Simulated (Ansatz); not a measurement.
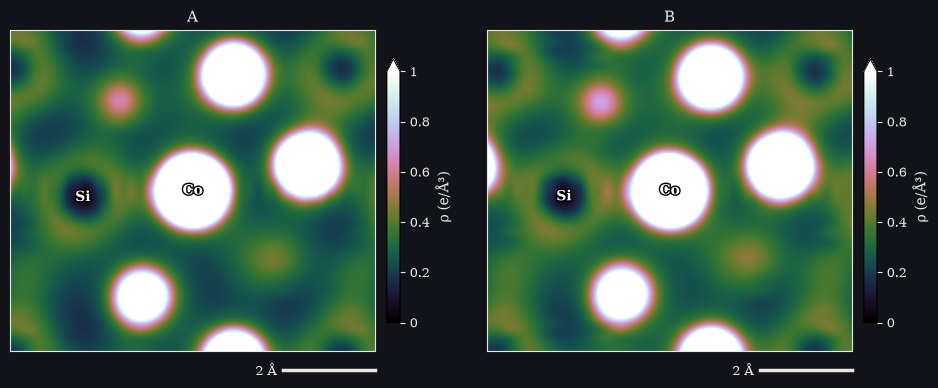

Co$_{2}$Si. The valence charge density (pseudo) of two cells that differ in size and shape, on the (110) plane of each (indices in the axes of the calculation cell), at one length scale and on one colour scale; one has 10.7 and the other 11.5 Å³ an atom.

All numbers below come from DFT, PBE, plane-wave PAW, default files, scalar-relativistic (Ansatz).

The density is the valence pseudo-density of a PAW calculation; it isn't the true density close to the nuclei.

The larger cell:

```
Co Si
1.0
     5.01446    0.00000    0.00000
     0.00000    3.81131    0.00000
     0.00000    0.00000    7.24843
Co Si
8 4
Direct
  0.96746 0.75000 0.21559
  0.03254 0.25000 0.78441
  0.53254 0.25000 0.71559
  0.46746 0.75000 0.28441
  0.82667 0.75000 0.56189
  0.17333 0.25000 0.43811
  0.67333 0.25000 0.06189
  0.32667 0.75000 0.93811
  0.29171 0.75000 0.60822
  0.70829 0.25000 0.39178
  0.20829 0.25000 0.10822
  0.79171 0.75000 0.89178
```

The smaller cell: a = 4.918 Å, b = 3.738 Å, c = 6.967 Å, α = 90.00°, β = 90.00°, γ = 90.00°.

### Which is the denser cell? Describe the effect of the change.

Panel B is the smaller cell, by 8 % in volume. From the larger cell to the smaller, Co–Si goes from 2.40 to 2.31 Å, and the density at its midpoint from 0.4 to 0.45 e/Å³; the pressure goes from −14 to −0.5 GPa; the largest moment (Co) goes from 0.8 to 0.5 μB.
